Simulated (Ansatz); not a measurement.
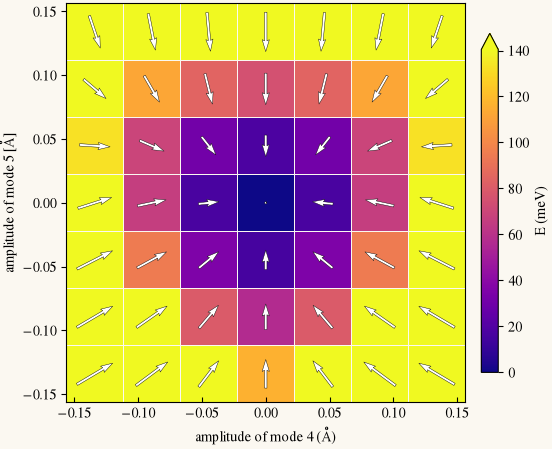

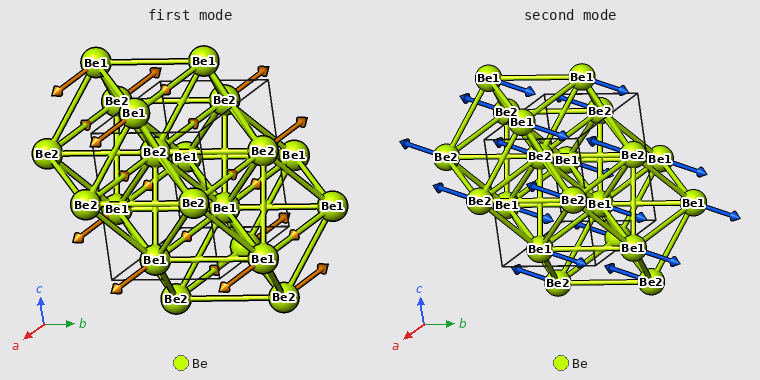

Energy landscape of Be (P6_3/mmc, No. 194; 2 atoms in the cell). The energy is mapped over two normal modes frozen in (zone-centre modes of the 2-atom cell of this scan). The first coordinate is: amplitude of mode 4 (501 cm⁻¹), largest displacement; the second: amplitude of mode 5 (501 cm⁻¹), largest displacement. Nothing is relaxed (the cell and all other modes fixed). The scan uses a 7 × 7 grid; 28 points were computed and 21 follow by symmetry. Points are written as (first, second). All energies are given in meV per cell relative to the lowest grid point. Computed with DFT LDA+D3(BJ), scalar-relativistic, plane waves, PAW (Ansatz 0.2.0). Settings: cutoff 520 eV, k-mesh 24×24×14 in the order of the run's cell vectors, gaussian smearing 0.15 eV, no spin polarisation.

The picture shows one coloured cell a grid point, arrows along the force (downhill), their lengths compressed, one colour for all values above the top of the scale. The second picture is the structure at the lowest point

**What does the map say about the system?**

The lowest grid point is at (0.000 Å, 0.000 Å). No other kind of well shows on this grid. The highest grid point, (−0.134 Å, −0.134 Å), lies 338 meV above the lowest.

Time for the 28 points that were run: 12 min on 1 thread of Arm Neoverse N1, with other jobs on the host.
